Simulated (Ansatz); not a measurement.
Run report: GeSi16, geometry relaxation (part 1 of 2)

GeSi16 (defect cell, 17 atoms in the cell), computed with DFT PBEsol, scalar-relativistic, plane waves, PAW, PAW set soft_1, no spin polarisation (Ansatz 0.2.0).

It belongs to a series of runs on one base structure; here: end point B relaxed. Figures and captions count atoms from 1; the log counts them from 0 in places.

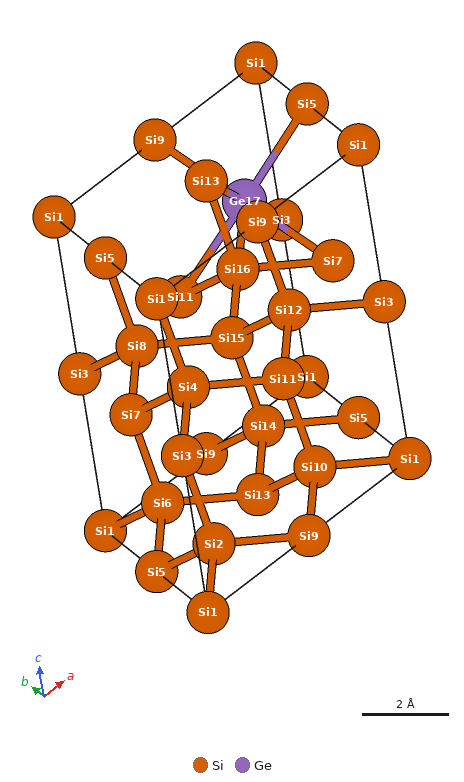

**Figure 1.** The input geometry (ball-and-stick view of the cell of the calculation, seen slightly off an axis; atoms are numbered from 1 in the order of the input). An atom can appear more than once, as a periodic image. Near neighbours in the periodic cell (some may lie outside the picture): Si has 4 Si at 2.35 Å; Si has 1 Ge at 2.30 to 2.78 Å and 4 Si at 2.35 Å; Ge has 10 Si at 2.30 to 2.78 Å.

**Input file**
```yaml
crystal:
  lattice:
    - [0.0, 5.43, 5.43]
    - [5.43, 0.0, 5.43]
    - [5.43, 5.43, 0.0]
  atoms:
    - { symbol: Si, position: [0.0, 0.0, 0.0] }
    - { symbol: Si, position: [0.125, 0.125, 0.125] }
    - { symbol: Si, position: [0.0, 0.0, 0.5] }
    - { symbol: Si, position: [0.125, 0.125, 0.625] }
    - { symbol: Si, position: [0.0, 0.5, 0.0] }
    - { symbol: Si, position: [0.125, 0.625, 0.125] }
    - { symbol: Si, position: [0.0, 0.5, 0.5] }
    - { symbol: Si, position: [0.125, 0.625, 0.625] }
    - { symbol: Si, position: [0.5, 0.0, 0.0] }
    - { symbol: Si, position: [0.625, 0.125, 0.125] }
    - { symbol: Si, position: [0.5, 0.0, 0.5] }
    - { symbol: Si, position: [0.625, 0.125, 0.625] }
    - { symbol: Si, position: [0.5, 0.5, 0.0] }
    - { symbol: Si, position: [0.625, 0.625, 0.125] }
    - { symbol: Si, position: [0.5, 0.5, 0.5] }
    - { symbol: Si, position: [0.625, 0.625, 0.625] }
    - { symbol: Ge, position: [0.7549606, 0.75762, 0.74305675] }
basis:
  ecutwfc: 420.0
kpoints:
  mp_grid: { grid: [2, 2, 2] }
hamiltonian:
  xc: pbesol
  pseudopotentials: { kind: paw, azcp: { folder: soft_1 } }
scf:
  occupations: { method: gaussian, width: 0.05 }
  lower_state_search: "off"
relax:
  f_tol: 0.03
  max_steps: 60
  adjacent_minimum: "off"
output:
  write_density: true
  write_potential: true
  elf: true
  volumetric_format: npy
```

Run as:
```bash
ansatz run input.yaml --threads 1 --pin off --max-ram 3072MiB --backend cpu --events-out ev --progress --plain --runs-dir out
```

**Log**
```
Warning: [file] the record states the generating functional pbe (its physics header spells it `PBE`), which answers neither for hamiltonian.xc's functional nor for the pbesol family's — results may be inconsistent (PPs are generated against a specific XC)
Warning: [file] the record states the generating functional pbe (its physics header spells it `PBE`), which answers neither for hamiltonian.xc's functional nor for the pbesol family's — results may be inconsistent (PPs are generated against a specific XC)
Engine: ansatz 0.2.0, aarch64-unknown-linux-gnu
Pseudopotentials: kind: paw
Pseudopotential: Si, paw, valence charge 4, recommended cutoff 420 eV (normal), [file]
Pseudopotential: Ge, paw, valence charge 14, recommended cutoff 420 eV (normal), [file]
Functional definition: PBEsol
  exchange = pbesol_x
  correlation = pbesol_c
Crystal: 17 atoms, lattice volume = 320.206 Å³
Basis set: ecut = 420 eV, 6231 PW (Γ), exchange–correlation on 108×108×108 points (8 copies of the dense FFT grid, shifted against one another)
Bands: 56, of which v1, the nominal top of the filled ones, is band 39 counted from 1 (38 counted from 0)
Symmetry: 1 space group operations
Space group: P1 (ITA 1), of the structure as read, at distance tolerance 6.8e-5 Å
k-points: 8
Non-local potential: Si, projectors of the file, l = 0: 2, l = 1: 2, l = 2: 1
Non-local potential: Ge, projectors of the file, l = 0: 2, l = 1: 2, l = 2: 3, l = 3: 1
PAW form: soft (Blöchl's): semilocal exchange-correlation on the pseudo side does not see the compensation charge
PAW frozen core: Si, regenerated for the run's functional, and the local potential with it (the file was generated under x = pbe(κ = 0.804, μ = 0.2195149727645171), c = pbe(β = 0.06672455060314922))
PAW frozen core: Ge, regenerated for the run's functional, and the local potential with it (the file was generated under x = pbe(κ = 0.804, μ = 0.2195149727645171), c = pbe(β = 0.06672455060314922))
PAW one-centre angular grid: Si, 110 points (default); XC on 64 Gauss nodes
PAW one-centre angular grid: Ge, 590 points (default); XC on 64 Gauss nodes
Initial density: superposition of atomic densities (chi_scale 0.1, normalization cell, long waves kept (reshape's long-wave potential 0.02 eV rms))
Initial wavefunctions: pseudopotential atomic-orbital guess
Functional: x = pbesol(κ = 0.804, μ = 0.12345679012345678), c = pbesol(β = 0.046)
SCF iter   1: F=—  HF=-14194.858657 eV  |F-HF|=—  |Δ(HF+E_count)|=         —  Δρ=4.53e-2  dr2=6.09e0  ethr=3.10e-3  ⟨swp⟩=9.4  Hψ=2530  notcnv=0  defer=10
preconditioner: auto → Resta (q_TF=auto, 2.156 Å⁻¹)  ε∞=5.4  [insulator: Δε(μ)=0.165 eV  Ē_g=8.180 eV  σ=0.050 eV  W_gap=0.65  n_scr=58 (ndim 8)  ℏωp=17.1 eV  f_vac=0.000  D(μ)=7.70/eV (n_scr^D=58)  ε∞_Penn≈5.4]
SCF iter   2: F=—  HF=-14193.575616 eV  |F-HF|=—  |Δ(HF+E_count)|=    1.28e0  Δρ=2.58e-2  dr2=2.06e0  ethr=3.10e-3  ⟨swp⟩=2.0  Hψ=569  notcnv=0  defer=57
SCF iter   3: F=—  HF=-14192.977580 eV  |F-HF|=—  |Δ(HF+E_count)|=   5.98e-1  Δρ=2.38e-3  dr2=2.52e-2  ethr=2.64e-3  ⟨swp⟩=2.6  Hψ=677  notcnv=0  defer=67
SCF iter   4: F=—  HF=-14192.974531 eV  |F-HF|=—  |Δ(HF+E_count)|=   3.05e-3  Δρ=1.44e-3  dr2=7.49e-3  ethr=3.24e-5  ⟨swp⟩=2.0  Hψ=738  notcnv=0  defer=79
SCF iter   5: F=—  HF=-14192.975996 eV  |F-HF|=—  |Δ(HF+E_count)|=   1.47e-3  Δρ=5.39e-4  dr2=1.41e-3  ethr=9.60e-6  ⟨swp⟩=2.2  Hψ=732  notcnv=0  defer=79
SCF iter   6: F=—  HF=-14192.976452 eV  |F-HF|=—  |Δ(HF+E_count)|=   4.56e-4  Δρ=1.32e-4  dr2=8.41e-5  ethr=1.80e-6  ⟨swp⟩=2.0  Hψ=683  notcnv=0  defer=79
SCF iter   7: F=-14192.976470 eV  HF=-14192.976470 eV  |F-HF|=5.91e-8  |Δ(HF+E_count)|=   1.81e-5  Δρ=1.87e-5  dr2=2.36e-6  ethr=2.88e-8  ⟨swp⟩=11.0  Hψ=3660  notcnv=0
SCF 1 converged in 7 iterations: F = -14192.976470 eV  dr2 = 2.36e-6
  greatest PAW one-centre occupation: 0.998 electrons in one spin orbital (limit 2), on the Ge atom at site 16 (counted from 0), in its partial waves of l = 2
relax step   1: F+E_penalty+E_count = -14192.97646961 eV  Δ(F+E_penalty+E_count) = +0.000e0 eV  max|allowed force component| = 1.106e0 eV/Å  Δτ_max = 0.0000 Å  (7 SCF iters, dr2 threshold 2.25e-5 eV, accepted)
Initial density: handed on by an earlier stage of this run
Initial wavefunctions: those handed on with the density
iter 1 solved again at ethr=1.63e-4 eV; its pass at ethr=3.10e-3 eV (dr2=1.27e-1 eV) is discarded
SCF iter   1: F=—  HF=-14193.299154 eV  |F-HF|=—  |Δ(HF+E_count)|=         —  Δρ=3.34e-3  dr2=1.29e-1  ethr=1.63e-4  ⟨swp⟩=1.0  Hψ=1536  notcnv=0  defer=85
preconditioner: auto → Resta (q_TF=auto, 2.156 Å⁻¹)  ε∞=5.6  [insulator: Δε(μ)=0.239 eV  Ē_g=8.008 eV  σ=0.050 eV  W_gap=0.60  n_scr=58 (ndim 8)  ℏωp=17.1 eV  f_vac=0.000  D(μ)=8.41/eV (n_scr^D=58)  ε∞_Penn≈5.6]
SCF iter   2: F=—  HF=-14193.274492 eV  |F-HF|=—  |Δ(HF+E_count)|=   2.47e-2  Δρ=1.27e-3  dr2=7.31e-3  ethr=1.63e-4  ⟨swp⟩=2.6  Hψ=573  notcnv=0  defer=85
SCF iter   3: F=—  HF=-14193.273156 eV  |F-HF|=—  |Δ(HF+E_count)|=   1.34e-3  Δρ=4.36e-4  dr2=4.16e-4  ethr=9.37e-6  ⟨swp⟩=2.0  Hψ=674  notcnv=0  defer=85
SCF iter   4: F=—  HF=-14193.273103 eV  |F-HF|=—  |Δ(HF+E_count)|=   5.36e-5  Δρ=1.59e-4  dr2=7.27e-5  ethr=9.81e-8  ⟨swp⟩=10.2  Hψ=3333  notcnv=0
SCF iter   5: F=-14193.273085 eV  HF=-14193.273086 eV  |F-HF|=5.12e-7  |Δ(HF+E_count)|=   1.71e-5  Δρ=2.62e-5  dr2=3.60e-6  ethr=9.33e-8  ⟨swp⟩=11.0  Hψ=3683  notcnv=0
SCF 2 converged in 5 iterations: F = -14193.273085 eV  dr2 = 3.60e-6
relax step   2: F+E_penalty+E_count = -14193.27308511 eV  Δ(F+E_penalty+E_count) = -2.966e-1 eV  max|allowed force component| = 3.893e-1 eV/Å  Δτ_max = 0.0532 Å  (5 SCF iters, dr2 threshold 7.65e-5 eV, accepted)
SCF iter   1: F=—  HF=-14193.320348 eV  |F-HF|=—  |Δ(HF+E_count)|=         —  Δρ=1.77e-3  dr2=3.59e-2  ethr=4.07e-4  ⟨swp⟩=4.1  Hψ=1145  notcnv=0  defer=83
preconditioner: auto → Kerker (q_TF=auto, 2.156 Å⁻¹)  [metal: Δε(μ)=0.005 eV  Ē_g=7.985 eV  σ=0.050 eV  W_gap=0.06  n_scr=58 (ndim 8)  ℏωp=17.1 eV  f_vac=0.000  D(μ)=6.33/eV (n_scr^D=26)]
SCF iter   2: F=—  HF=-14193.315032 eV  |F-HF|=—  |Δ(HF+E_count)|=   5.32e-3  Δρ=9.36e-4  dr2=1.03e-2  ethr=4.60e-5  ⟨swp⟩=1.0  Hψ=520  notcnv=0  defer=83
SCF iter   3: F=—  HF=-14193.313066 eV  |F-HF|=—  |Δ(HF+E_count)|=   1.97e-3  Δρ=1.58e-4  dr2=6.82e-5  ethr=1.32e-5  ⟨swp⟩=2.0  Hψ=529  notcnv=0  defer=83
SCF iter   4: F=—  HF=-14193.312991 eV  |F-HF|=—  |Δ(HF+E_count)|=   7.56e-5  Δρ=6.80e-5  dr2=2.02e-5  ethr=1.21e-8  ⟨swp⟩=12.0  Hψ=4059  notcnv=0
SCF iter   5: F=-14193.312986 eV  HF=-14193.312988 eV  |F-HF|=2.16e-6  |Δ(HF+E_count)|=   2.52e-6  Δρ=2.39e-5  dr2=5.46e-6  ethr=1.21e-8  ⟨swp⟩=10.5  Hψ=3482  notcnv=0
SCF 3 converged in 5 iterations: F = -14193.312986 eV  dr2 = 5.46e-6
relax step   3: F+E_penalty+E_count = -14193.31298591 eV  Δ(F+E_penalty+E_count) = -3.990e-2 eV  max|allowed force component| = 8.376e-2 eV/Å  Δτ_max = 0.0314 Å  (5 SCF iters, dr2 threshold 9.47e-6 eV, accepted)
SCF iter   1: F=—  HF=-14193.314474 eV  |F-HF|=—  |Δ(HF+E_count)|=         —  Δρ=6.78e-4  dr2=1.32e-3  ethr=1.26e-4  ⟨swp⟩=3.0  Hψ=935  notcnv=0  defer=77
preconditioner: auto → Resta (q_TF=auto, 2.156 Å⁻¹)  ε∞=5.6  [insulator: Δε(μ)=0.236 eV  Ē_g=7.990 eV  σ=0.050 eV  W_gap=0.51  n_scr=58 (ndim 8)  ℏωp=17.1 eV  f_vac=0.000  D(μ)=6.62/eV (n_scr^D=50)  ε∞_Penn≈5.6]
SCF iter   2: F=—  HF=-14193.314262 eV  |F-HF|=—  |Δ(HF+E_count)|=   2.12e-4  Δρ=3.74e-4  dr2=3.11e-4  ethr=1.69e-6  ⟨swp⟩=1.6  Hψ=563  notcnv=0  defer=77
SCF iter   3: F=—  HF=-14193.314201 eV  |F-HF|=—  |Δ(HF+E_count)|=   6.13e-5  Δρ=4.20e-5  dr2=4.25e-6  ethr=3.99e-7  ⟨swp⟩=2.5  Hψ=684  notcnv=0  defer=77
SCF iter   4: F=—  HF=-14193.314163 eV  |F-HF|=—  |Δ(HF+E_count)|=   3.79e-5  Δρ=6.19e-6  dr2=1.89e-7  ethr=5.45e-9  ⟨swp⟩=2.9  Hψ=675  notcnv=0  defer=77
SCF iter   5: F=-14193.314163 eV  HF=-14193.314163 eV  |F-HF|=5.90e-8  |Δ(HF+E_count)|=   2.43e-8  Δρ=2.50e-6  dr2=4.83e-8  ethr=1.28e-10  ⟨swp⟩=10.0  Hψ=2764  notcnv=0
SCF 4 converged in 5 iterations: F = -14193.314163 eV  dr2 = 4.83e-8
relax step   4: F+E_penalty+E_count = -14193.31416308 eV  Δ(F+E_penalty+E_count) = -1.177e-3 eV  max|allowed force component| = 1.828e-2 eV/Å  Δτ_max = 0.0224 Å  (5 SCF iters, accepted)
```

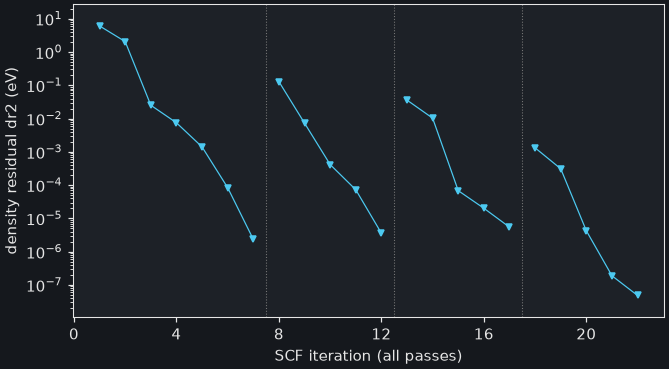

**Figure 2.** Convergence of the self-consistent field: density residual dr2 against the SCF iteration. The dotted lines part the SCF passes of the relaxation: geometry steps, rejected trials and re-solves on a re-selected basis. The passes take 7, 5, 5 and 5 iterations.

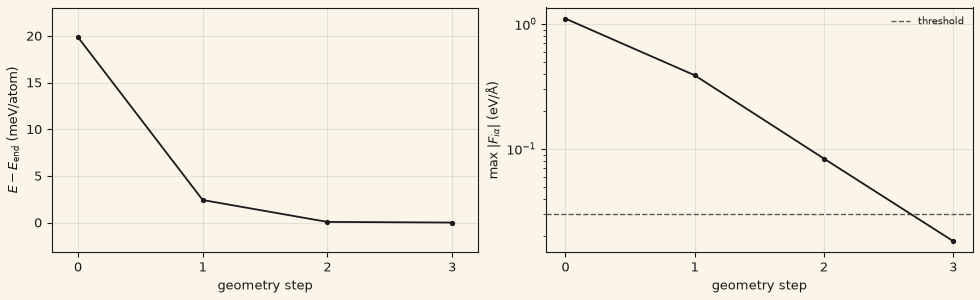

**Figure 3.** Progress of the relaxation, step by step (the first geometry is step 0 here and step 1 in the log).

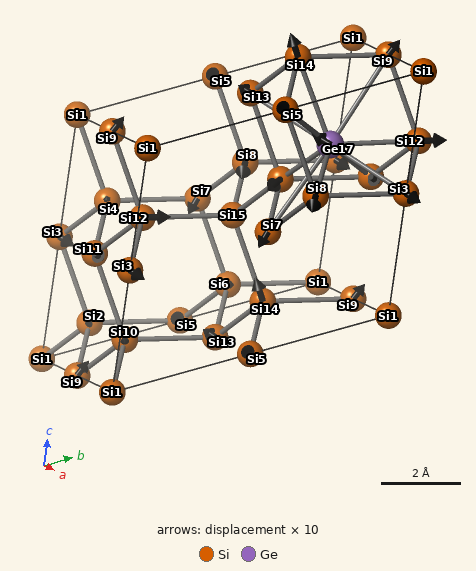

**Figure 4.** The starting structure with the displacements as black arrows, magnified 10 times (ball-and-stick view of the cell of the calculation, with bonded neighbours outside it, seen slightly off an axis). The energy falls by 19.9 meV per atom in 3 geometry steps. Largest force component: 1.1 eV/Å at the start, 0.018 eV/Å at the end. The atom that moves furthest is Si12 (0.075 Å). Largest moves by element: Si 0.075 Å, Ge 0.060 Å. The lattice vectors keep their values. Among the contacts that change: Si12–Ge17 2.304 → 2.420 Å, Si3–Ge17 2.647 → 2.757 Å, Si8–Ge17 2.321 → 2.421 Å, Si12–Si15 2.351 → 2.281 Å. Among the angles that change: Si2–Si3–Si4 109.5° → 112.1°, Si4–Si11–Ge17 126.2° → 124.0°. (Atoms are counted from 1 in the order of the input.)

```
NSCF: frozen V_eff on 8 k-points
the band table was solved once a step of the walk had ended and its energy, with any forces and stress, was formed, with the checks that follow a solve (2893 applications of the Hamiltonian). They found nothing against the state; the energy, forces and stress were not computed again (output.eigenvalues in the input reference)
SCF converged after 5 iterations
Free energy (F): -14193.314163 eV
Harris-Foulkes:  -14193.314163 eV  (|F-HF|=5.90e-8)
Internal energy: -14193.305889 eV  (E = F + TS)
E sigma→0 (E₀):  -14193.310026 eV
Entropy (-TS):   -0.008274 eV (-0.487 meV/atom)
Fermi energy:    7.435144 eV
--- Per-component energies (eV) ---
  E_band       = -55.107575
  E_kinetic    = 757.387218
  E_local      = -3495.666621  (includes V_loc(G=0)·N_el)
  E_nonlocal   = 584.134443
  E_hartree    = 1623.915453
  E_xc         = -972.931248
  E_vxc        = -839.120140  (∫ρ·V_xc dr)
  E_paw        = -9932.351948  (= ΣΔE_a)
  E_vpaw       = -309.685614  (= ΣTr[D̂ρ^β])
  E_aug_tail   = 0.000613  (compensation charges beyond the density's cutoff)
  E_ewald      = -2759.216708
  E_core_change = 1.422909  (= ΣΔE_core)
  E_smearing   = -0.008274  (= −TS)
  E_closure    = 0.000000  (closes the sum)
  Σ components = -14193.314163   (vs F -14193.314163, Δ=0.00e0)
--- Forces (eV/Å), atoms counted from 1 ---
  atom   1  Si    -0.00035567     0.00079138    -0.00538834
  atom   2  Si     0.00746623     0.00664086     0.00871922
  atom   3  Si    -0.00044998     0.00101472    -0.01519823
  atom   4  Si    -0.00706092    -0.00782557     0.00899287
  atom   5  Si     0.00082160    -0.00401970    -0.00518784
  atom   6  Si    -0.00606864     0.00593263    -0.00219753
  atom   7  Si     0.00492445    -0.00031693    -0.00524704
  atom   8  Si     0.00134667    -0.00283984     0.01582541
  atom   9  Si    -0.00487689     0.00199739    -0.00549469
  atom  10  Si     0.00672847    -0.00680627    -0.00215700
  atom  11  Si    -0.00149109     0.00593605    -0.00555211
  atom  12  Si     0.00176465    -0.00343563     0.01828351
  atom  13  Si    -0.00021276     0.00065194     0.00164940
  atom  14  Si    -0.00228223    -0.00444197     0.01151681
  atom  15  Si    -0.00071181     0.00211059    -0.01351468
  atom  16  Si     0.00348628     0.00115149     0.01204951
  atom  17  Ge    -0.00302905     0.00346060    -0.01710997
  max |Σ_I F_I| component: 1.07e-5 eV/Å
--- Band table (eV; the first three rows and the last of 8) ---
```
